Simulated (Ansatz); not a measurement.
# Run report: Pt, single-point calculation (part 1 of 2)

- system: Pt (27 atoms in the cell)
- method: DFT, PBE, plane waves, PAW, Ueff = 20 eV on Pt d, no spin polarisation (Ansatz 0.2.0)

The structure derives from a Materials Project entry. Some settings of this run were made unusual or wrong on purpose.

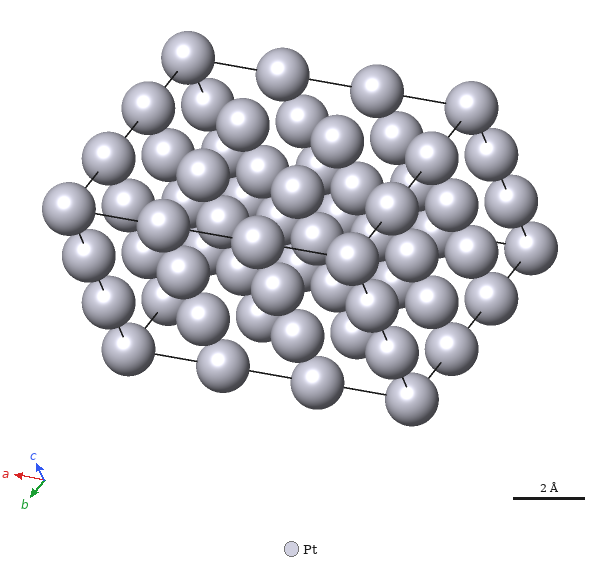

Fig. 1: The structure (spheres-only view of the cell of the calculation, seen at an oblique angle).

### Input
```yaml
crystal:
  lattice:
    - [0.0, 5.9553460791, 5.9553460791]
    - [5.9553460791, 0.0, 5.9553460791]
    - [5.9553460791, 5.9553460791, 0.0]
  atoms:
    - { symbol: Pt, position: [0.0, 0.0, 0.0] }
    - { symbol: Pt, position: [0.0, 0.0, 0.3333333333] }
    - { symbol: Pt, position: [0.0, 0.0, 0.6666666667] }
    - { symbol: Pt, position: [0.0, 0.3333333333, 0.0] }
    - { symbol: Pt, position: [0.0, 0.3333333333, 0.3333333333] }
    - { symbol: Pt, position: [0.0, 0.3333333333, 0.6666666667] }
    - { symbol: Pt, position: [0.0, 0.6666666667, 0.0] }
    - { symbol: Pt, position: [0.0, 0.6666666667, 0.3333333333] }
    - { symbol: Pt, position: [0.0, 0.6666666667, 0.6666666667] }
    - { symbol: Pt, position: [0.3333333333, 0.0, 0.0] }
    - { symbol: Pt, position: [0.3333333333, 0.0, 0.3333333333] }
    - { symbol: Pt, position: [0.3333333333, 0.0, 0.6666666667] }
    - { symbol: Pt, position: [0.3333333333, 0.3333333333, 0.0] }
    - { symbol: Pt, position: [0.3333333333, 0.3333333333, 0.3333333333] }
    - { symbol: Pt, position: [0.3333333333, 0.3333333333, 0.6666666667] }
    - { symbol: Pt, position: [0.3333333333, 0.6666666667, 0.0] }
    - { symbol: Pt, position: [0.3333333333, 0.6666666667, 0.3333333333] }
    - { symbol: Pt, position: [0.3333333333, 0.6666666667, 0.6666666667] }
    - { symbol: Pt, position: [0.6666666667, 0.0, 0.0] }
    - { symbol: Pt, position: [0.6666666667, 0.0, 0.3333333333] }
    - { symbol: Pt, position: [0.6666666667, 0.0, 0.6666666667] }
    - { symbol: Pt, position: [0.6666666667, 0.3333333333, 0.0] }
    - { symbol: Pt, position: [0.6666666667, 0.3333333333, 0.3333333333] }
    - { symbol: Pt, position: [0.6666666667, 0.3333333333, 0.6666666667] }
    - { symbol: Pt, position: [0.6666666667, 0.6666666667, 0.0] }
    - { symbol: Pt, position: [0.6666666667, 0.6666666667, 0.3333333333] }
    - { symbol: Pt, position: [0.6666666667, 0.6666666667, 0.6666666667] }
basis:
  ecutwfc: 420
  xc_grid: 2
kpoints:
  mp_grid: { grid: [4, 4, 4], shift: [0.0, 0.0, 0.0] }
hamiltonian:
  xc: pbe
  hubbard: { sites: [{ species: Pt, l: d, u_eff: 20.0 }] }
scf:
  occupations: { method: gaussian, width: 0.1 }
  max_iter: 100
output:
  forces: true
  eigenvalues: true
  stress: true
```

Run on 4 threads of AMD EPYC (Zen 3), 189 GiB of memory available, shared host.

Run as:
```bash
ansatz run input.yaml --threads 4 --pin off --max-ram 8192MiB --backend cpu --events-out ev --progress --plain --runs-dir out
```

### Output
```
Pt: projections on atomic orbitals take those of the free atom [Kr 4d10 4f14] 5s2 5p6 5d9 6s1, of charge +0.00 (hamiltonian.pseudopotentials.projection_atoms); the dataset's partial waves leave at most 9.1e-5 of an orbital's norm unspanned inside its sphere
Engine: ansatz 0.2.0, x86_64-unknown-linux-gnu
Pseudopotentials: kind: paw
Pseudopotential: Pt, paw, valence charge 18, recommended cutoff 420 eV (normal), Pt.paw.azcp
Functional definition: PBE
  parameter kappa = 0.804
  parameter beta = 0.06672455060314922
  exchange = pbe_x(kappa = kappa, mu = beta*pi^2/3)
  correlation = pbe_c(beta = beta)
Crystal: 27 atoms, lattice volume = 422.426 Å³
Basis set: ecut = 420 eV, 8363 PW (Γ), exchange–correlation on 120×120×120 points (8 copies of the dense FFT grid, shifted against one another)
Bands: 292, of which v1, the nominal top of the filled ones, is band 243 counted from 1 (242 counted from 0)
Symmetry: 1296 space group operations
Space group: Fm-3m (ITA 225), of the structure as read, at distance tolerance 7.5e-5 Å
k-points: 8 of 64
Non-local potential: Pt, projectors of the file, l = 0: 3, l = 1: 2, l = 2: 2, l = 3: 1
PAW form: soft (Blöchl's): semilocal exchange-correlation on the pseudo side does not see the compensation charge
PAW one-centre angular grid: Pt, 590 points (default); XC on 64 Gauss nodes
Initial density: superposition of atomic densities (chi_scale 0.1, normalization cell)
Initial wavefunctions: pseudopotential atomic-orbital guess
Functional: x = pbe(κ = 0.804, μ = 0.2195149727645171), c = pbe(β = 0.06672455060314922)
iter 1 solved again at ethr=5.39e-4 eV; its pass at ethr=3.10e-3 eV (dr2=2.62e0 eV) is discarded
SCF iter   1: F=—  HF=-337936.180952 eV  |F-HF|=—  |Δ(HF+E_count)|=         —  Δρ=2.83e-2  dr2=2.60e0  ethr=5.39e-4  ⟨swp⟩=2.2  Hψ=9622  notcnv=0
preconditioner: auto → Kerker (q_TF=auto, 2.793 Å⁻¹)  [metal: Δε(μ)=0.025 eV  Ē_g=13.905 eV  σ=0.100 eV  W_gap=0.14  n_scr=168 (ndim 8)  ℏωp=29.7 eV  f_vac=0.000  D(μ)=30.02/eV (n_scr^D=330)]
SCF iter   2: F=—  HF=-337943.184075 eV  |F-HF|=—  |Δ(HF+E_count)|=    7.00e0  Δρ=1.95e-2  dr2=1.37e0  ethr=5.36e-4  ⟨swp⟩=3.0  Hψ=4163  notcnv=0
SCF iter   3: F=—  HF=-337945.808250 eV  |F-HF|=—  |Δ(HF+E_count)|=    2.62e0  Δρ=5.33e-3  dr2=7.66e-2  ethr=2.82e-4  ⟨swp⟩=2.0  Hψ=4040  notcnv=0  defer=329
SCF iter   4: F=—  HF=-337945.830070 eV  |F-HF|=—  |Δ(HF+E_count)|=   2.18e-2  Δρ=9.44e-4  dr2=3.98e-3  ethr=1.58e-5  ⟨swp⟩=2.0  Hψ=2787  notcnv=0  defer=329
SCF iter   5: F=—  HF=-337945.831885 eV  |F-HF|=—  |Δ(HF+E_count)|=   1.81e-3  Δρ=3.63e-4  dr2=3.70e-4  ethr=8.19e-7  ⟨swp⟩=2.4  Hψ=3081  notcnv=0  defer=329
SCF iter   6: F=—  HF=-337945.832140 eV  |F-HF|=—  |Δ(HF+E_count)|=   2.55e-4  Δρ=7.15e-5  dr2=1.34e-5  ethr=7.61e-8  ⟨swp⟩=2.0  Hψ=2946  notcnv=0  defer=329
SCF iter   7: F=—  HF=-337945.833631 eV  |F-HF|=—  |Δ(HF+E_count)|=   1.49e-3  Δρ=1.43e-5  dr2=5.79e-7  ethr=2.77e-9  ⟨swp⟩=2.0  Hψ=2913  notcnv=0  defer=329
SCF iter   8: F=-337945.833632 eV  HF=-337945.833632 eV  |F-HF|=7.74e-9  |Δ(HF+E_count)|=   4.80e-7  Δρ=4.35e-6  dr2=5.60e-8  ethr=2.06e-11  ⟨swp⟩=8.5  Hψ=9163  notcnv=0
SCF 1 converged in 8 iterations: F = -337945.833632 eV  dr2 = 5.60e-8
  greatest PAW one-centre occupation: 1.000 electrons in one spin orbital (limit 2), on the Pt atom at site 26 (counted from 0), in its partial waves of l = 1
```

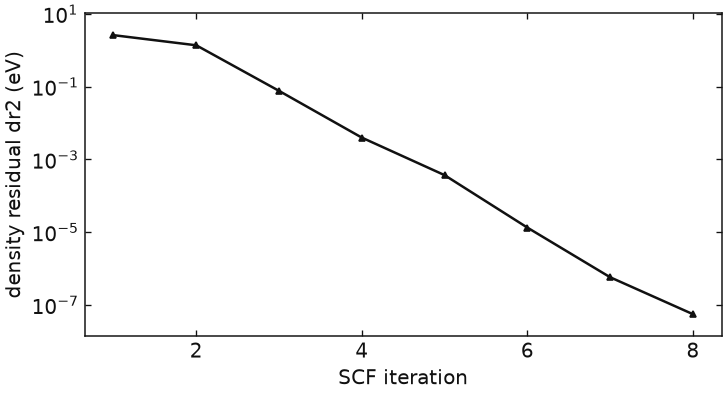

Fig. 2: Convergence of the self-consistent field: density residual dr2 against the SCF iteration. The residual falls at every step.

```
SCF converged after 8 iterations
Free energy (F): -337945.833632 eV
Harris-Foulkes:  -337945.833632 eV  (|F-HF|=7.74e-9)
Internal energy: -337945.708266 eV  (E = F + TS)
E sigma→0 (E₀):  -337945.770949 eV
Entropy (-TS):   -0.125366 eV (-4.643 meV/atom)
Fermi energy:    15.119224 eV
--- Per-component energies (eV) ---
  E_band       = -5431.256724
  E_kinetic    = 17637.063091
  E_local      = -42054.513829  (includes V_loc(G=0)·N_el)
  E_nonlocal   = 5615.523628
  E_hartree    = 15948.239984
  E_xc         = -7088.178779
  E_vxc        = -8200.051331  (∫ρ·V_xc dr)
  E_hubbard    = 85.639392  (on-site DFT+U / exact-exchange correction)
  E_vhub       = -2439.764684  (the Hubbard potential's part of the band-sum identity)
  E_paw        = -255354.878479  (= ΣΔE_a)
  E_vpaw       = -7885.948185  (= ΣTr[D̂ρ^β])
  E_aug_tail   = 0.005725  (compensation charges beyond the density's cutoff)
  E_ewald      = -72734.609000
  E_smearing   = -0.125366  (= −TS)
  E_closure    = -0.000000  (closes the sum)
  Σ components = -337945.833632   (vs F -337945.833632, Δ=0.00e0)
--- Forces (eV/Å), atoms counted from 1 ---
  atom   1  Pt     0.00000000     0.00000000     0.00000000
  atom   2  Pt     0.00000000     0.00000000     0.00000000
  atom   3  Pt     0.00000000    -0.00000000    -0.00000000
  atom   4  Pt    -0.00000000    -0.00000000    -0.00000000
  atom   5  Pt    -0.00000000    -0.00000000     0.00000000
  atom   6  Pt     0.00000000    -0.00000000    -0.00000000
  atom   7  Pt     0.00000000     0.00000000    -0.00000000
  atom   8  Pt    -0.00000000    -0.00000000    -0.00000000
  atom   9  Pt    -0.00000000    -0.00000000    -0.00000000
  atom  10  Pt    -0.00000000     0.00000000     0.00000000
  atom  11  Pt    -0.00000000     0.00000000     0.00000000
  atom  12  Pt     0.00000000     0.00000000     0.00000000
  atom  13  Pt    -0.00000000    -0.00000000    -0.00000000
  atom  14  Pt    -0.00000000    -0.00000000    -0.00000000
  atom  15  Pt     0.00000000    -0.00000000    -0.00000000
  atom  16  Pt    -0.00000000    -0.00000000    -0.00000000
  atom  17  Pt    -0.00000000     0.00000000    -0.00000000
  atom  18  Pt    -0.00000000     0.00000000    -0.00000000
  atom  19  Pt    -0.00000000     0.00000000     0.00000000
  atom  20  Pt     0.00000000     0.00000000    -0.00000000
  atom  21  Pt     0.00000000    -0.00000000    -0.00000000
  atom  22  Pt    -0.00000000    -0.00000000    -0.00000000
  atom  23  Pt    -0.00000000    -0.00000000    -0.00000000
  atom  24  Pt     0.00000000    -0.00000000    -0.00000000
  atom  25  Pt     0.00000000     0.00000000    -0.00000000
  atom  26  Pt    -0.00000000     0.00000000    -0.00000000
  atom  27  Pt    -0.00000000    -0.00000000    -0.00000000
  max |Σ_I F_I| component: 7.08e-26 eV/Å
--- Stress (GPa, compression-positive) ---
       33.587800      -0.000000       0.000000
       -0.000000      33.587800       0.000000
       -0.000000       0.000000      33.587800
  P = ⅓ Tr σ = 33.5878 GPa (335.878 kbar)
--- Band table (eV; the first three rows and the last of 8) ---
  k-point 0: bands = ["-73.5047", "-73.5047", "-73.5047", "-73.5047", "-73.5047", "-73.5047", "-73.5047", "-73.5047", "-73.4795", "-73.4795", ... 82 levels left out ..., "-27.8131", "-27.8131", "-27.8131", "-27.8131", "-27.8131", "-27.8131", "-27.8131", "-27.8131", "-27.8131", "-27.8131", "-27.8131", "-27.8131", "-27.8131", "-27.7605", "-27.7605", "-27.7605", "8.3884", "8.3884", "8.3884", "8.3884", "8.3884", "8.3884", "8.5376", "8.5376", "8.5376", "8.5376", "8.5376", "8.5376", "8.5599",
      "8.5599", "8.5599", "8.5599", "8.5599", "8.5599", "8.5599", "8.5599", "8.5599", "8.5599", "8.5599", "8.5599", "8.8374", "8.8374", "8.8374", "8.8374", "8.8374", "8.8374", "8.8374", "8.8374", "9.7537", "9.7537", "9.7537", "9.7537", "9.7537", "9.7537", "9.7537", "9.7537", "9.7537", "9.7537", "9.7537", "9.7537", "10.7890", "10.7890", "10.7890", "10.7890", "10.7890", "10.7890", "10.7890", "10.7890", "10.7890",
      "10.7890", "10.7890", "10.7890", "10.7890", "10.7890", "10.7890", "10.7890", "10.8849", "10.8849", "10.8849", "11.0661", "11.0661", "11.0661", "11.0661", "11.0661", "11.0661", "11.0661", "11.0661", "11.0661", "11.0661", "11.0661", "11.0661", "12.3107", "12.3107", "12.3107", "12.3107", "12.3107", "12.3107", "12.3107", "12.3107", "12.3107", "12.3107", "12.3107", "12.3107", "12.6014", "12.6014", "12.6377", "13.7064", "13.7064", "13.7064",
      "13.7064", "13.7064", "13.7064", "13.7064", "13.7064", "13.7064", "13.7064", "13.7064", "13.7064", "13.7064", "13.7064", "13.7064", "13.7064", "13.7605", "13.7605", "13.7605", "13.7605", "13.7605", "13.7605", "13.7605", "13.7605", "13.7605", "13.7605", "13.7605", "13.7605", "13.8249", "13.8249", "13.8249", "13.8249", "13.8249", "13.8249", "14.1485", "14.1485", "14.1485", "14.1485", "14.1485", "14.1485", "14.1485", "14.1485", "14.1485",
      "14.1485", "14.1485", "14.1485", "17.8515", "17.8515", "17.8515", "17.8515", "17.8515", "17.8515", "17.8515", "17.8515", "19.5279", "19.5279", "19.5279", "19.5279", "19.5279", "19.5279", "26.6725", "26.6725", "26.6725", "26.6725", "26.6725", "26.6725", "26.6725", "26.6725", "26.6725", "26.6725", "26.6725", "26.6725", "31.4179", "31.4179", "31.4179", "31.4179", "31.4179", "31.4179", "31.4179", "31.4179", "31.4179", "31.4179", "31.4179",
      "31.4179", "32.3622", "32.3622", "32.3622", "32.3622", "32.3622", "32.3622", "32.3622", "32.3622", "32.3622", "32.3622"]
```
